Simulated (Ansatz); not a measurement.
# Two runs on ZrO2

System: ZrO2 (Fm-3m, 3 atoms in the cell).
Method of run A: DFT r2SCAN, scalar-relativistic, plane waves, PAW, no spin polarisation (Ansatz 0.2.0).

The structure derives from an entry of the Crystallography Open Database. Text and figures count atoms from 1; the logs count them from 0 in places.

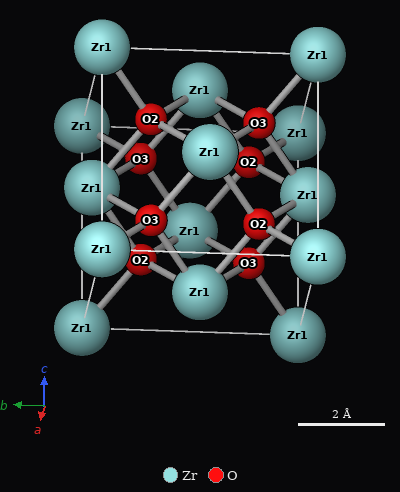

The starting structure (ball-and-stick view of the cell 4 times as large as that of the calculation, set on its symmetry axes, seen at an oblique angle; atoms are numbered from 1 in the order of the input). An atom can appear more than once, as a periodic image. Near neighbours in the periodic cell (some may lie outside the picture): Zr has 8 O at 2.20 Å; O has 4 Zr at 2.20 Å.

## Input file, run A
```yaml
crystal:
  lattice:
    - [0.0, 2.535, 2.535]
    - [2.535, 0.0, 2.535]
    - [2.535, 2.535, 0.0]
  atoms:
    - { symbol: Zr, position: [0.0, 0.0, 0.0] }
    - { symbol: O, position: [0.25, 0.25, 0.25] }
    - { symbol: O, position: [0.75, 0.75, 0.75] }
basis:
  ecutwfc: 500
kpoints:
  mp_grid: { grid: [8, 8, 8] }
hamiltonian:
  xc: r2scan
scf:
  occupations: { method: gaussian, width: 0.02 }
output:
  forces: true
  stress: true
  eigenvalues: true
  write_density: true
  write_potential: true
  elf: true
  volumetric_format: npy
relax:
  adjacent_minimum: "off"
  f_tol: 0.005
  max_steps: 80
  cell: { stress_tol: 0.05 }
```

Command:
```bash
ansatz run input.yaml --threads 2 --pin off --max-ram 5120MiB --backend cpu --events-out ev --progress --plain --runs-dir out
```

Hardware: 2 threads of Arm Neoverse V1, 24 GiB of memory available, shared host.

## Output, shortened to warnings, some set-up lines, iterations and results (run A)
```
Basis set: ecut = 500 eV, 869 PW (Γ), exchange–correlation on 108×108×108 points (64 copies of the dense FFT grid, shifted against one another)
Symmetry: 48 space group operations
k-points: 29 of 512
Initial density: superposition of atomic densities (neutral atoms: chi_scale 0, normalization atom), corrected by the library's trained network
[...]
SCF iter   1: F=—  HF=-5337.987466 eV  |F-HF|=—  |Δ(HF+E_count)|=         —  Δρ=1.63e-2  dr2=1.05e-1  dr2_τ=1.99e-1  ethr=1.77e-3  ⟨swp⟩=6.1  Hψ=2343  notcnv=0
SCF iter   2: F=—  HF=-5338.061552 eV  |F-HF|=—  |Δ(HF+E_count)|=   7.41e-2  Δρ=1.19e-2  dr2=2.56e-2  dr2_τ=9.85e-3  ethr=4.39e-4  ⟨swp⟩=2.8  Hψ=1067  notcnv=0
SCF iter   3: F=—  HF=-5338.055608 eV  |F-HF|=—  |Δ(HF+E_count)|=   5.94e-3  Δρ=3.33e-3  dr2=1.57e-3  dr2_τ=2.23e-4  ethr=1.07e-4  ⟨swp⟩=2.0  Hψ=781  notcnv=0
SCF iter   4: F=—  HF=-5338.055918 eV  |F-HF|=—  |Δ(HF+E_count)|=   3.10e-4  Δρ=7.80e-4  dr2=7.61e-5  dr2_τ=1.92e-5  ethr=6.54e-6  ⟨swp⟩=2.3  Hψ=796  notcnv=0
SCF iter   5: F=—  HF=-5338.055928 eV  |F-HF|=—  |Δ(HF+E_count)|=   1.01e-5  Δρ=9.31e-5  dr2=6.72e-7  dr2_τ=2.38e-7  ethr=3.17e-7  ⟨swp⟩=2.2  Hψ=681  notcnv=0
[... 18 lines ...]
SCF iter   3: F=—  HF=-5338.059395 eV  |F-HF|=—  |Δ(HF+E_count)|=   6.30e-6  Δρ=2.61e-5  dr2=7.90e-8  dr2_τ=9.96e-8  ethr=3.84e-10  ⟨swp⟩=2.3  Hψ=796  notcnv=0
SCF iter   4: F=—  HF=-5338.059396 eV  |F-HF|=—  |Δ(HF+E_count)|=   1.57e-7  Δρ=2.27e-6  dr2=4.95e-10  dr2_τ=4.73e-10  ethr=3.29e-10  ⟨swp⟩=2.0  Hψ=675  notcnv=0
SCF iter   5: F=-5338.059396 eV  HF=-5338.059396 eV  |F-HF|=1.68e-10  |Δ(HF+E_count)|=   2.42e-9  Δρ=3.91e-7  dr2=1.43e-11  dr2_τ=7.78e-12  ethr=1.00e-12  ⟨swp⟩=4.6  Hψ=2430  …
SCF 4 converged in 5 iterations: F = -5338.059396 eV  dr2 = 1.43e-11
relax step   4: F+E_penalty+E_count = -5338.05939561 eV  Δ(F+E_penalty+E_count) = -3.156e-4 eV  max|allowed force component| = 9.445e-18 eV/Å  Δτ_max = 0.0000 Å  P = -0.016 …
basis re-selected at this cell: Δ(F+E_penalty+E_count) = -3.156e-4 eV, ΔP = -0.007 GPa vs the last step (what re-selecting the basis moved, of the pressure what is left beyond the Pulay correction that the steps carried, after the strain that the cell walked since its last selection, with what the …
SCF converged after 5 iterations
Free energy (F): -5338.059396 eV
Harris-Foulkes:  -5338.059396 eV  (|F-HF|=1.68e-10)
Internal energy: -5338.059396 eV  (E = F + TS)
E sigma→0 (E₀):  -5338.059396 eV
Fermi energy:    13.786576 eV
--- Per-component energies (eV) ---
  E_band       = -80.388537
  E_kinetic    = 689.416438
  E_local      = -1139.460151  (includes V_loc(G=0)·N_el)
  E_nonlocal   = 169.276406
  E_hartree    = 376.867463
  E_xc         = -305.738623
  E_vxc        = -426.447650  (∫ρ·V_xc dr)
  E_paw        = -3289.491656  (= ΣΔE_a)
  E_vpaw       = -152.707370  (= ΣTr[D̂ρ^β])
  E_aug_tail   = 0.001929  (compensation charges beyond the density's cutoff)
  E_vtau       = 25.796890  (kinetic-family band-sum trace: ∫τ·v_τ [+ j·A + Jᵃ·Aᵃ] dr)
  E_ewald      = -1838.702578
  E_core_change = -0.228623  (= ΣΔE_core)
  E_smearing   = -0.000000  (= −TS)
  E_closure    = 0.000000  (closes the sum)
  Σ components = -5338.059396   (vs F -5338.059396, Δ=0.00e0)
--- Forces (eV/Å), atoms counted from 1 ---
  atom   1  Zr    -0.00000000    -0.00000000    -0.00000000
  atom   2  O     -0.00000000     0.00000000    -0.00000000
  atom   3  O      0.00000000    -0.00000000    -0.00000000
  max |Σ_I F_I| component: 4.63e-18 eV/Å
--- Stress (GPa, compression-positive) ---
       -0.016154      -0.000000      -0.000000
       -0.000000      -0.016154      -0.000000
       -0.000000      -0.000000      -0.016154
  P = ⅓ Tr σ = -0.0162 GPa (-0.162 kbar)
--- Relaxed structure (3 steps of the walk, 3 accepted, 1 SCFs on fresh bases) ---
  F+E_penalty+E_count = -5338.05939561 eV   max|allowed force component| = 9.445e-18 eV/Å   (the final SCF, on the basis selected at the relaxed cell)
  cell:  # Å, volume = 32.9571 Å³
    - [5.09537203289559e-35, 2.5447179899292514, 2.5447179899292514]
    - [2.5447179899292514, -2.0381488131582358e-34, 2.5447179899292514]
    - [2.5447179899292514, 2.5447179899292514, 2.547686016447794e-35]
  atoms:
[...]
```

The input of run B differs as follows (lines with − go, lines with + come):
```diff
+  dispersion: d4
-  write_density: true
-  write_potential: true
-  elf: true
-  volumetric_format: npy
```

How does run B compare with run A?

The total energies belong to different models, so their difference says nothing on which is more stable or more accurate. The volume per atom goes from 10.99 to 10.92 Å³. The SCF takes 19 iterations over all geometry steps against 20.

## Output, shortened to warnings, some set-up lines, iterations and results (run B)
```
Basis set: ecut = 500 eV, 869 PW (Γ), exchange–correlation on 108×108×108 points (64 copies of the dense FFT grid, shifted against one another)
Symmetry: 48 space group operations
k-points: 29 of 512
Initial density: superposition of atomic densities (neutral atoms: chi_scale 0, normalization atom), corrected by the library's trained network
[...]
SCF iter   1: F=—  HF=-5338.236091 eV  |F-HF|=—  |Δ(HF+E_count)|=         —  Δρ=1.63e-2  dr2=1.05e-1  dr2_τ=1.99e-1  ethr=1.77e-3  ⟨swp⟩=6.1  Hψ=2343  notcnv=0
SCF iter   2: F=—  HF=-5338.310177 eV  |F-HF|=—  |Δ(HF+E_count)|=   7.41e-2  Δρ=1.19e-2  dr2=2.56e-2  dr2_τ=9.85e-3  ethr=4.39e-4  ⟨swp⟩=2.8  Hψ=1067  notcnv=0
SCF iter   3: F=—  HF=-5338.304233 eV  |F-HF|=—  |Δ(HF+E_count)|=   5.94e-3  Δρ=3.33e-3  dr2=1.57e-3  dr2_τ=2.23e-4  ethr=1.07e-4  ⟨swp⟩=2.0  Hψ=781  notcnv=0
SCF iter   4: F=—  HF=-5338.304543 eV  |F-HF|=—  |Δ(HF+E_count)|=   3.10e-4  Δρ=7.80e-4  dr2=7.61e-5  dr2_τ=1.92e-5  ethr=6.54e-6  ⟨swp⟩=2.3  Hψ=796  notcnv=0
SCF iter   5: F=—  HF=-5338.304553 eV  |F-HF|=—  |Δ(HF+E_count)|=   1.01e-5  Δρ=9.31e-5  dr2=6.72e-7  dr2_τ=2.38e-7  ethr=3.17e-7  ⟨swp⟩=2.2  Hψ=681  notcnv=0
[... 17 lines ...]
SCF iter   3: F=—  HF=-5338.305421 eV  |F-HF|=—  |Δ(HF+E_count)|=   5.21e-9  Δρ=8.57e-6  dr2=9.00e-9  dr2_τ=1.48e-9  ethr=1.92e-10  ⟨swp⟩=2.0  Hψ=650  notcnv=0
SCF iter   4: F=—  HF=-5338.305421 eV  |F-HF|=—  |Δ(HF+E_count)|=   1.61e-9  Δρ=2.93e-6  dr2=9.42e-10  dr2_τ=1.93e-10  ethr=3.75e-11  ⟨swp⟩=2.0  Hψ=670  notcnv=0
SCF iter   5: F=-5338.305421 eV  HF=-5338.305421 eV  |F-HF|=1.55e-11  |Δ(HF+E_count)|=  2.88e-10  Δρ=5.23e-7  dr2=2.57e-11  dr2_τ=6.78e-12  ethr=1.00e-12  ⟨swp⟩=4.5  Hψ=2342  …
SCF 4 converged in 5 iterations: F = -5338.305421 eV  dr2 = 2.57e-11
relax step   4: F+E_penalty+E_count = -5338.30542136 eV  Δ(F+E_penalty+E_count) = -1.371e-4 eV  max|allowed force component| = 1.156e-17 eV/Å  Δτ_max = 0.0000 Å  P = -0.005 …
basis re-selected at this cell: Δ(F+E_penalty+E_count) = -1.371e-4 eV, ΔP = -0.002 GPa vs the last step (what re-selecting the basis moved, of the pressure what is left beyond the Pulay correction that the steps carried, after the strain that the cell walked since its last selection, with what the …
SCF converged after 5 iterations
Free energy (F): -5338.305421 eV
Harris-Foulkes:  -5338.305421 eV  (|F-HF|=1.55e-11)
Internal energy: -5338.305421 eV  (E = F + TS)
E sigma→0 (E₀):  -5338.305421 eV
Fermi energy:    13.887298 eV
--- Per-component energies (eV) ---
  E_band       = -78.200020
  E_kinetic    = 689.959482
  E_local      = -1135.144623  (includes V_loc(G=0)·N_el)
  E_nonlocal   = 169.301221
  E_hartree    = 375.649626
  E_xc         = -305.877520
  E_vxc        = -426.639164  (∫ρ·V_xc dr)
  E_paw        = -3289.549275  (= ΣΔE_a)
  E_vpaw       = -152.774383  (= ΣTr[D̂ρ^β])
  E_aug_tail   = 0.002211  (compensation charges beyond the density's cutoff)
  E_vtau       = 25.796080  (kinetic-family band-sum trace: ∫τ·v_τ [+ j·A + Jᵃ·Aᵃ] dr)
  E_ewald      = -1842.171042
  E_disp       = -0.246877  (pairwise vdW)
  E_core_change = -0.228623  (= ΣΔE_core)
  E_smearing   = -0.000000  (= −TS)
  E_closure    = 0.000000  (closes the sum)
  Σ components = -5338.305421   (vs F -5338.305421, Δ=0.00e0)
--- Forces (eV/Å), atoms counted from 1 ---
  atom   1  Zr    -0.00000000     0.00000000    -0.00000000
  atom   2  O     -0.00000000     0.00000000     0.00000000
  atom   3  O      0.00000000    -0.00000000    -0.00000000
  max |Σ_I F_I| component: 5.20e-18 eV/Å
--- Stress (GPa, compression-positive) ---
       -0.005147      -0.000000      -0.000000
       -0.000000      -0.005147      -0.000000
       -0.000000      -0.000000      -0.005147
  P = ⅓ Tr σ = -0.0051 GPa (-0.051 kbar)
--- Relaxed structure (3 steps of the walk, 3 accepted, 1 SCFs on fresh bases) ---
  F+E_penalty+E_count = -5338.30542136 eV   max|allowed force component| = 1.156e-17 eV/Å   (the final SCF, on the basis selected at the relaxed cell)
  cell:  # Å, volume = 32.7713 Å³
    - [1.528611609868677e-34, 2.539926761379709, 2.539926761379709]
    - [2.539926761379709, -6.36921504111948e-36, 2.539926761379709]
    - [2.539926761379709, 2.539926761379709, -6.846906169203449e-35]
  atoms:
[...]
```

## The two runs side by side

```csv
quantity,run A,run B
outcome,converged,converged
free energy per atom (eV),−1779.3531,−1779.4351
gap on the mesh (eV),3.89,3.90
pressure (GPa),−0.02,−0.01
volume per atom (Å³),10.99,10.92
largest force (eV/Å),0.000,0.000
SCF iterations,20,19
irreducible k-points,29,29
wall time (shared host),6.8 s,7.3 s
```
